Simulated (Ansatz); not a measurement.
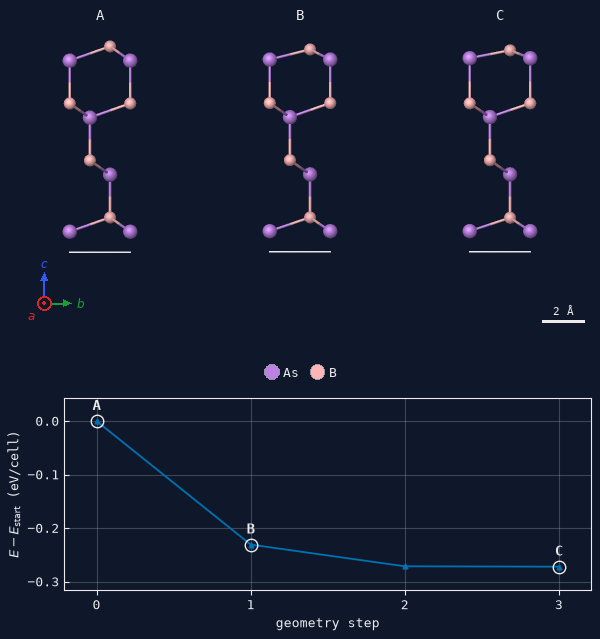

Frames of a relaxation of a slab of composition BAs (cut from the F-43m phase), marked on the history of the run. A ball-and-stick model of the 2 × 1 repeat of the cell, outlined in the plane, without the vacuum, seen along the a axis.

Case: (1 1 1) slab, atoms relaxed. The slab is the (1 1 1) face of BAs.

Computed with DFT PBE, scalar-relativistic, plane waves, PAW (Ansatz).

Input file:
```yaml
crystal:
  lattice:
    - [3.4003508765, 0.0, 0.0]
    - [-1.7001754383, 2.9447902409, 0.0]
    - [0.0, 0.0, 24.0232183101]
  atoms:
    - { symbol: As, position: [0.0, 0.0, 0.3121979704] }
    - { symbol: B, position: [0.3333333333, 0.6666666667, 0.3410905904] }
    - { symbol: As, position: [0.3333333333, 0.6666666667, 0.4277684502] }
    - { symbol: B, position: [0.6666666667, 0.3333333333, 0.4566610701] }
    - { symbol: As, position: [0.6666666667, 0.3333333333, 0.5433389299] }
    - { symbol: B, position: [0.0, 0.0, 0.5722315498] }
    - { symbol: As, position: [0.0, 0.0, 0.6589094096] }
    - { symbol: B, position: [0.3333333333, 0.6666666667, 0.6878020296] }
basis:
  ecutwfc: 420
kpoints:
  mp_grid: { grid: [9, 9, 1] }
hamiltonian:
  xc: pbe
scf:
  occupations: { method: gaussian, width: 0.05 }
output:
  forces: true
  eigenvalues: true
relax:
  adjacent_minimum: "off"
  f_tol: 0.02
  max_steps: 60
efield:
  axis: 3
  dipole_correction: true
  ramp_width: 0.04
```

Command:
```bash
ansatz run input.yaml --threads 1 --pin off --max-ram 2560MiB --backend cpu --events-out ev --progress --plain --runs-dir out
```

### What happens along the run?

Over 3 geometry steps the energy falls by 0.272 eV per cell of the calculation. The largest force component goes from 2.2 to 0.013 eV/Å. B8 moves most relative to the layer's centre: 0.19 Å along the normal (−c). By element the largest moves are B 0.19 Å, As 0.12 Å. The cell stays as it was. Some distances before and after: B6–As7 2.082 → 2.199 Å, As7–B8 2.082 → 2.000 Å, B2–As3 2.082 → 2.115 Å, B4–As5 2.082 → 2.104 Å. Among the angles between lasting bonds that change: B6–As7–B8 109.5° → 101.0°, B8–As7–B8 109.5° → 116.4°, As7–B8–As7 109.5° → 116.4°. The run took 67 s on 1 thread of Arm Neoverse V1 (shared host), peak memory 0.44 GiB. From step 0 to 1: B8 moves most (0.15 Å), energy −0.231 eV per cell of the calculation. From step 1 to 3: As7 moves most (0.07 Å), energy −41.3 meV per cell of the calculation.

```csv
step,"E − E(0), meV/atom","largest force component, eV/Å"
0,0.00,2.1719
1,-28.85,0.8581
2,-33.92,0.0766
3,-34.01,0.0127
```
